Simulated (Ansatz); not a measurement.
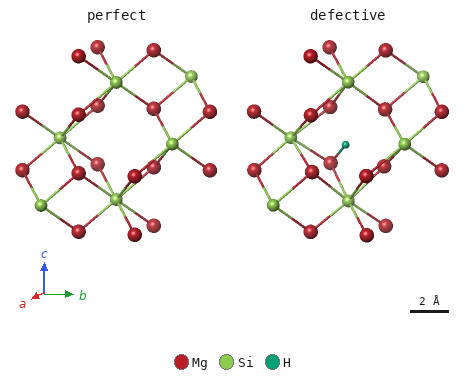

Left: perfect Mg₂Si. Right: the same region with one point defect, after relaxing the atoms in a supercell of 96 sites. The picture is a ball-and-stick view of the atoms within 6.0 Å of one point, in a slice 4.2 Å thick across the line of sight, seen slightly off an axis.

These are results of DFT, PBEsol, PAW, plane waves in Ansatz 0.2.0, not measurements. (plane-wave cutoff 420 eV; k-point mesh 1 × 1 × 1; mesh shifted by (0.25, 0.25, 0.25); collinear spin) Fermi-Dirac smearing of 0.01 eV. The axes drawn are those of the host's conventional cell.

Q: What kind of defect was made?

A: An extra hydrogen atom is put between the host's atoms (an interstitial).

The charge state of the cell is 0.

Q: How does the lattice respond?

A: The H atom starts with 4 Mg at 2.37 Å, 1 Si at 2.37 Å around its place and ends with 4 Mg at 2.19 to 2.57 Å. Of the host's atoms, a magnesium atom moves furthest from its site, by 0.15 Å. The H atom itself moves 0.62 Å from where it was put. The cell's net moment is 0.09 μB.
